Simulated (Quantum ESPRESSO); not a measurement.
System: V, space group Im-3m (No. 229).

Input file:
```
&CONTROL
  calculation = 'scf'
  prefix = 'pwscf'
  outdir = './tmp'
  pseudo_dir = './pseudo'
  tprnfor = .true.
  tstress = .true.
  disk_io = 'nowf'
/
&SYSTEM
  ibrav = 0
  nat = 1
  ntyp = 1
  ecutwfc = 55
  ecutrho = 440
  nbnd = 15
  occupations = 'smearing'
  smearing = 'fd'
  degauss = 0.00367493
  nspin = 2
  starting_magnetization(1) = 0.1538
/
&ELECTRONS
  conv_thr = 2d-10
  electron_maxstep = 120
  mixing_beta = 0.3
/
ATOMIC_SPECIES
V     50.9415 v_pbe_v1.4.uspp.F.UPF
CELL_PARAMETERS angstrom
  -1.5143500000    1.5143500000    1.5143500000
   1.5143500000   -1.5143500000    1.5143500000
   1.5143500000    1.5143500000   -1.5143500000
ATOMIC_POSITIONS crystal
V      0.0000000000    0.0000000000    0.0000000000
K_POINTS automatic
12 12 12 0 0 0
```

Command:
```bash
OMP_NUM_THREADS=1 pw.x -in pw.in > pw.out
```

Calculation (Quantum ESPRESSO 7.5): plane-wave DFT, collinear spins; energies at scaled volumes of the given cell, shape and fractions fixed, counted from the fit's minimum, third-order Birch-Murnaghan fit. Level: PBE, collinear spin.

- k mesh: 12×12×12
- occupations: Fermi–Dirac
- smearing width: 0.05 eV
- potentials: SSSP 1.3 efficiency PBE
- wave cutoff: 748.3 eV
- density cutoff: 5987 eV

Predict the energy and pressure against volume. The volume takes the values 13.06, 13.34, 13.61, 13.89, 14.17, 14.45, 14.72 Å³/atom.

A third-order Birch–Murnaghan fit gives V0 = 13.45 Å³/atom, B0 = 180 GPa and B′ = 3.8. The energy is 6.67 meV/atom at volume 13.06 Å³/atom and 59.11 meV/atom at 14.72 Å³/atom; the lowest computed point is at volume 13.34 Å³/atom (0.54 meV/atom). The pressure falls from 5.56 GPa at volume 13.06 Å³/atom to −13.81 GPa at 14.72 Å³/atom, and changes sign near 13.45 Å³/atom.

```
volume (Å³/atom)  energy (meV/atom)  pressure (GPa)
           13.06               6.67            5.56
           13.34               0.54            1.52
           13.61               1.12           -2.18
           13.89               7.81           -5.53
           14.17              20.06           -8.58
           14.45              37.31          -11.34
           14.72              59.11          -13.81
```

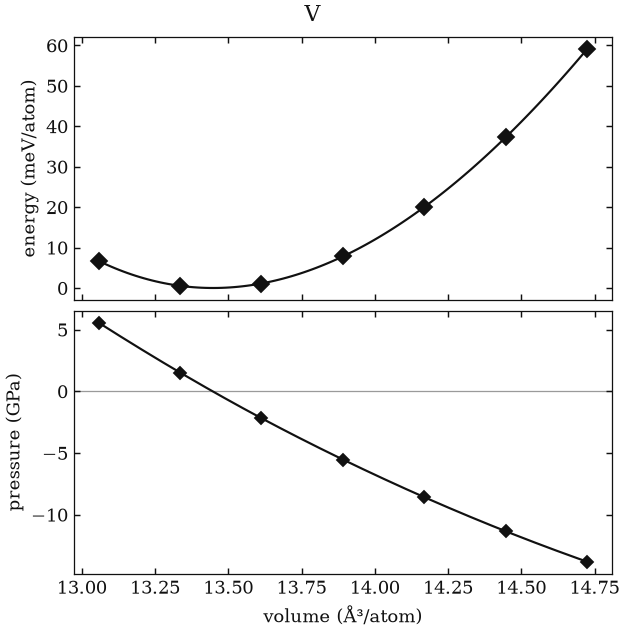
